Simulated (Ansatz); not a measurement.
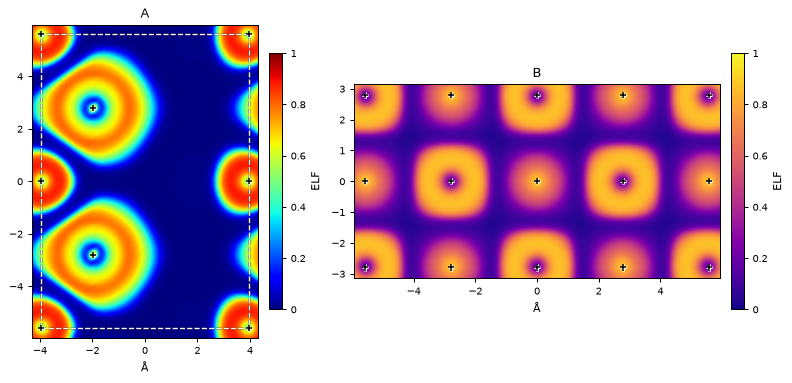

The electron localisation function of 2 systems, each on a plane through atoms (crosses mark nuclei in the plane).

Computed with DFT, PBE, PAW with Ansatz's default frozen-core files, scalar-relativistic in Ansatz.

System 1: AgCl, the (100) plane of the conventional cell. Space group Fm-3m.

```
CELL_PARAMETERS angstrom
5.58303 0.00000 0.00000
0.00000 5.58303 0.00000
0.00000 0.00000 5.58303
ATOMIC_POSITIONS crystal
Ag 0.50000 0.00000 0.00000
Ag 0.00000 0.50000 0.00000
Ag 0.00000 0.00000 0.50000
Ag 0.50000 0.50000 0.50000
Cl 0.00000 0.00000 0.00000
Cl 0.50000 0.50000 0.00000
Cl 0.50000 0.00000 0.50000
Cl 0.00000 0.50000 0.50000
```

System 2: KI, the (110) plane of the conventional cell. Space group F-43m.

```cif
data_structure
_symmetry_space_group_name_H-M 'P 1'
_symmetry_Int_Tables_number 1
_cell_length_a 7.9220
_cell_length_b 7.9220
_cell_length_c 7.9220
_cell_angle_alpha 90.000
_cell_angle_beta 90.000
_cell_angle_gamma 90.000
_cell_volume 497.17
loop_
_atom_site_label
_atom_site_type_symbol
_atom_site_fract_x
_atom_site_fract_y
_atom_site_fract_z
_atom_site_occupancy
K1 K 0.50000 0.50000 0.00000 1
K2 K 0.00000 0.50000 0.50000 1
K3 K 0.00000 0.00000 0.00000 1
K4 K 0.50000 0.00000 0.50000 1
I1 I 0.25000 0.75000 0.25000 1
I2 I 0.75000 0.75000 0.75000 1
I3 I 0.75000 0.25000 0.25000 1
I4 I 0.25000 0.25000 0.75000 1
```

Question: Match each panel to its system.

Answer: Panel A is system 2, KI: the plane holds K and I. K–I (3.43 Å): the ELF peaks at about 0.80 in the valence shell of I, 1.3 Å from its nucleus, and drops to about 0.05 between the two atoms; a closed-shell, largely ionic contact. Panel B is system 1, AgCl: the plane holds Ag and Cl. Ag–Cl (2.79 Å): the ELF peaks at about 0.85 in the valence shell of Cl, 0.7 Å from its nucleus, and drops to about 0.10 between the two atoms (no shared electron pair shows on this line).
